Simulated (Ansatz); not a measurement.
**Mending a single-point calculation on Al3Ni5**

System: Al3Ni5 (Cmm2, 8 atoms in the cell).
Method of run A: DFT, PBEsol, plane waves, PAW (Ansatz 0.2.0).

The structure derives from a Materials Project entry. Text and figures count atoms from 1; the logs count them from 0 in places.

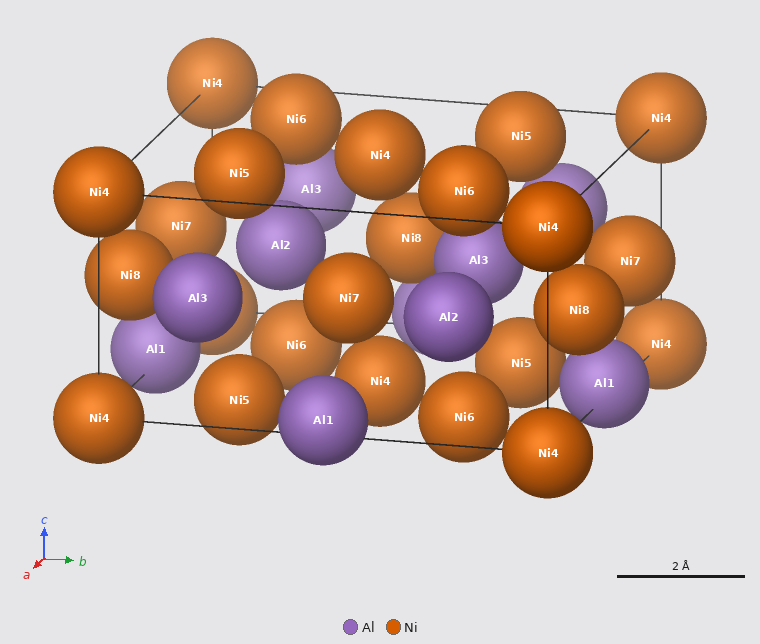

Fig. 1: The structure (spheres-only view of the cell 2 times as large as that of the calculation, set on its symmetry axes, seen slightly off an axis; atoms are numbered from 1 in the order of the input). An atom can appear more than once, as a periodic image.

The input, run A:
```yaml
crystal:
  lattice:
    - [3.293332276, -3.6919375971, 0.0]
    - [3.293332276, 3.6919375971, 0.0]
    - [0.0, 0.0, 3.7203545651]
  atoms:
    - { symbol: Al, position: [0.5, 0.5, -0.0671978962] }
    - { symbol: Al, position: [0.7796888787, 0.2203111213, 0.4328021038] }
    - { symbol: Al, position: [0.2203111213, 0.7796888787, 0.4328021038] }
    - { symbol: Ni, position: [0.0, 0.0, 0.0] }
    - { symbol: Ni, position: [0.0, 0.5, 0.0] }
    - { symbol: Ni, position: [0.5, 0.0, 0.0] }
    - { symbol: Ni, position: [0.2762373066, 0.2762373066, 0.5] }
    - { symbol: Ni, position: [0.7237626934, 0.7237626934, 0.5] }
basis:
  ecutwfc: "20 eV"
kpoints:
  mp_grid: { grid: [8, 8, 10] }
hamiltonian:
  xc: pbesol
scf:
  occupations: { method: gaussian, width: 0.15 }
  max_iter: 50
output:
  forces: true
  eigenvalues: true
  stress: true
```

Command:
```bash
ansatz run input.yaml --threads 2 --pin off --max-ram 5120MiB --backend cpu --events-out ev --progress --plain --runs-dir out
```

Hardware: 2 threads of Intel Xeon @ 2.50GHz (Skylake/Cascade Lake), 189 GiB of memory available, shared host.

Output (run A):
```
Error: inconsistent input (basis.ecutwfc, kpoints): the smallest per-k basis holds n_pw = 16 plane waves (k-point 17, counted from 0 among those solved) but the deck needs at least 51 band(s) per channel, and no run solves more bands than the smallest per-k basis has plane waves; raise basis.ecutwfc until the smallest per-k basis, which caps the automatic band count, holds at least 51 plane waves
```

**What should be changed in this input?**

This input holds a deliberate fault: a cutoff far too low (`basis.ecutwfc`). The plane-wave basis is far from complete, so energies, forces and above all the stress are wrong. The program refused the input: “inconsistent input (basis.ecutwfc, kpoints): the smallest per-k basis holds n_pw = 16 plane waves (k-point 17, counted from 0 among those solved) but the deck needs at least 51 band(s) per channel, and no run solves more bands than the smallest per-k basis has plane waves …”

A run of the same system that converges differs from this input as follows (lines with − go, lines with + come):
```diff
-  ecutwfc: "20 eV"
+  ecutwfc: 420
-  max_iter: 50
```

Output, shortened to warnings, some set-up lines, iterations and results (run B):
```
Basis set: ecut = 420 eV, 1779 PW (Γ), exchange–correlation on 72×72×50 points (8 copies of the dense FFT grid, shifted against one another)
Symmetry: 4 space group operations
k-points: 126 of 640 (time reversal used)
Initial density: superposition of atomic densities (neutral atoms: chi_scale 0, normalization atom), corrected by the library's trained network
[...]
SCF iter   1: F=—  HF=-30602.361285 eV  |F-HF|=—  |Δ(HF+E_count)|=         —  Δρ=2.43e-2  dr2=3.18e-1  ethr=1.77e-3  ⟨swp⟩=6.9  Hψ=29153  notcnv=0  defer=30
SCF iter   2: F=—  HF=-30602.317133 eV  |F-HF|=—  |Δ(HF+E_count)|=   4.42e-2  Δρ=6.00e-3  dr2=2.44e-2  ethr=3.21e-4  ⟨swp⟩=3.0  Hψ=15086  notcnv=0  defer=381
SCF iter   3: F=—  HF=-30602.313884 eV  |F-HF|=—  |Δ(HF+E_count)|=   3.25e-3  Δρ=1.60e-3  dr2=2.44e-3  ethr=2.47e-5  ⟨swp⟩=1.1  Hψ=7259  notcnv=0  defer=381
SCF iter   4: F=—  HF=-30602.313448 eV  |F-HF|=—  |Δ(HF+E_count)|=   4.36e-4  Δρ=3.26e-4  dr2=6.89e-5  ethr=2.46e-6  ⟨swp⟩=2.1  Hψ=10326  notcnv=0  defer=381
SCF iter   5: F=—  HF=-30602.313558 eV  |F-HF|=—  |Δ(HF+E_count)|=   1.10e-4  Δρ=9.43e-5  dr2=9.59e-6  ethr=6.96e-8  ⟨swp⟩=2.2  Hψ=12200  notcnv=0  defer=381
SCF iter   6: F=—  HF=-30602.313556 eV  |F-HF|=—  |Δ(HF+E_count)|=   1.84e-6  Δρ=3.89e-5  dr2=1.46e-6  ethr=9.68e-9  ⟨swp⟩=2.3  Hψ=10541  notcnv=0  defer=381
SCF iter   7: F=—  HF=-30602.313555 eV  |F-HF|=—  |Δ(HF+E_count)|=   2.47e-7  Δρ=1.34e-5  dr2=1.10e-7  ethr=1.47e-9  ⟨swp⟩=2.4  Hψ=12158  notcnv=0  defer=381
SCF iter   8: F=-30602.313555 eV  HF=-30602.313555 eV  |F-HF|=3.73e-9  |Δ(HF+E_count)|=   1.70e-8  Δρ=2.71e-6  dr2=5.33e-9  ethr=1.01e-10  ⟨swp⟩=9.0  Hψ=32949  notcnv=0
SCF 1 converged in 8 iterations: F = -30602.313555 eV  dr2 = 5.33e-9
SCF converged after 8 iterations
Free energy (F): -30602.313555 eV
Harris-Foulkes:  -30602.313555 eV  (|F-HF|=3.73e-9)
Internal energy: -30602.271341 eV  (E = F + TS)
E sigma→0 (E₀):  -30602.292448 eV
Entropy (-TS):   -0.042215 eV (-5.277 meV/atom)
Fermi energy:    15.308632 eV
--- Per-component energies (eV) ---
  E_band       = -1594.394679
  E_kinetic    = 1507.695398
  E_local      = -21220.257833  (includes V_loc(G=0)·N_el)
  E_nonlocal   = 3219.997989
  E_hartree    = 9094.742448
  E_xc         = -548.686435
  E_vxc        = -644.595147  (∫ρ·V_xc dr)
  E_paw        = -9349.052859  (= ΣΔE_a)
  E_vpaw       = -2646.714191  (= ΣTr[D̂ρ^β])
  E_aug_tail   = 0.002318  (compensation charges beyond the density's cutoff)
  E_ewald      = -13307.756227
  E_core_change = 1.043861  (= ΣΔE_core)
  E_smearing   = -0.042215  (= −TS)
  E_closure    = 0.000000  (closes the sum)
  Σ components = -30602.313555   (vs F -30602.313555, Δ=0.00e0)
--- Forces (eV/Å), atoms counted from 1 ---
  atom   1  Al     0.00000000     0.00000000     2.75718124
  atom   2  Al     0.00000000     0.26788674     2.01989509
  atom   3  Al     0.00000000    -0.26788674     2.01989509
  atom   4  Ni     0.00000000    -0.00000000    -1.49965805
  atom   5  Ni     0.00000000    -0.00000000    -1.31408524
  atom   6  Ni     0.00000000    -0.00000000    -1.31408524
  atom   7  Ni    -0.53882841    -0.00000000    -1.33457257
  atom   8  Ni     0.53882841    -0.00000000    -1.33457257
  max |Σ_I F_I| component: 2.24e-6 eV/Å
--- Stress (GPa, compression-positive) ---
        5.609181       0.000000      -0.000000
        0.000000       1.250722       0.000000
       -0.000000       0.000000       5.400058
  P = ⅓ Tr σ = 4.0867 GPa (40.867 kbar)
```

The two runs side by side:

```csv
quantity,run A,run B
outcome,refused,converged
free energy per atom (eV),–,−3825.2892
gap on the mesh (eV),–,0.00
pressure (GPa),–,4.09
volume per atom (Å³),–,11.31
largest force (eV/Å),–,2.757
SCF iterations,–,8
irreducible k-points,–,126
plane waves at Γ,–,1779
```

Notes on run B: The run has no spin polarisation, so a magnetic state may lie lower.
